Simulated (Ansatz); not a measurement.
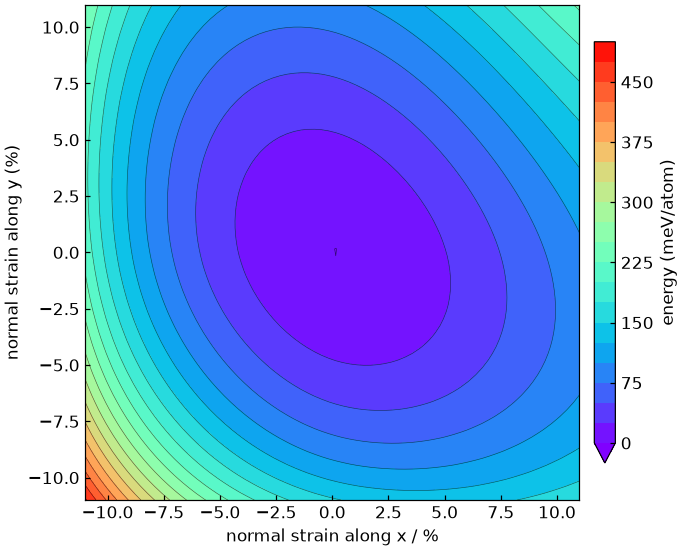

Cu (Cmcm, No. 63; 2 atoms in the cell). The energy is mapped over two homogeneous strains (x along [1 0 0], y along [0 1 0], z along [0 0 1] of the conventional cell). Coordinates scanned: (1) normal strain along x; (2) normal strain along y. Nothing is relaxed (fractional coordinates fixed). The scan uses a 5 × 5 grid. Points are written as (first, second). Energies: meV/atom, counted from the lowest grid point. Theory: Ansatz, DFT PBEsol, scalar-relativistic, plane waves, PAW. Settings: cutoff 520 eV, k-mesh 20×20×18 in the order of the run's cell vectors, gaussian smearing 0.15 eV, no spin polarisation.

The picture shows filled contours. Between grid points the surface is interpolated.

The lowest grid point is at (0.0 %, 0.0 %). It is the only kind of minimum in the scanned range. The highest grid point, (−11.0 %, −11.0 %), lies 479 meV/atom above the lowest. Round the minimum the valley is somewhat tilted: raising normal strain along x shifts the best value of normal strain along y downwards (coupling k₁₂/√(k₁₁k₂₂) about 0.3).

The level of theory is changed to Ansatz 0.2.0, DFT PBE, scalar-relativistic, plane waves, PAW; with it change k-mesh 18×18×18 (before 20×20×18), the cell, relaxed at the new level (first cell vector 4.217 Å, before 4.142 Å).

Question: How does the landscape change?

Answer: The lowest place stays at (0.0 %, 0.0 %). The span from the lowest to the highest grid point shrinks from 479 to 426 meV/atom. The curvature at the minimum changes from about 310 to 250 GPa along normal strain along x and from about 260 to 220 GPa along normal strain along y.

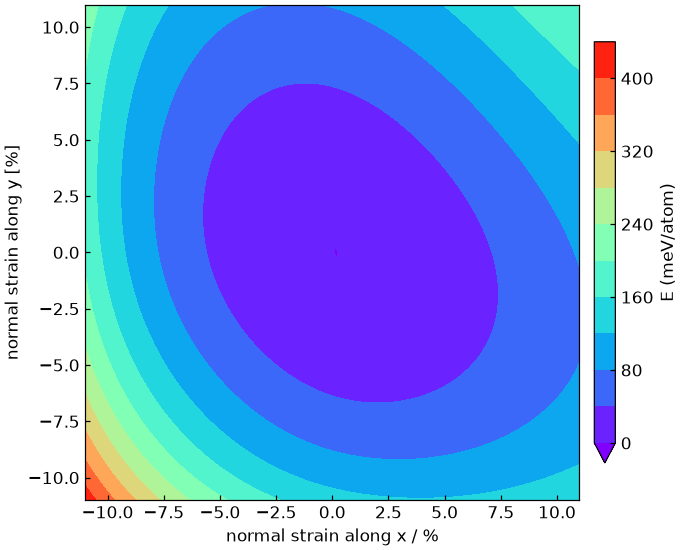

The map after the change, on a colour scale of its own. Drawn: filled contours. Between grid points the surface is interpolated.

PAW datasets: the set soft_1.
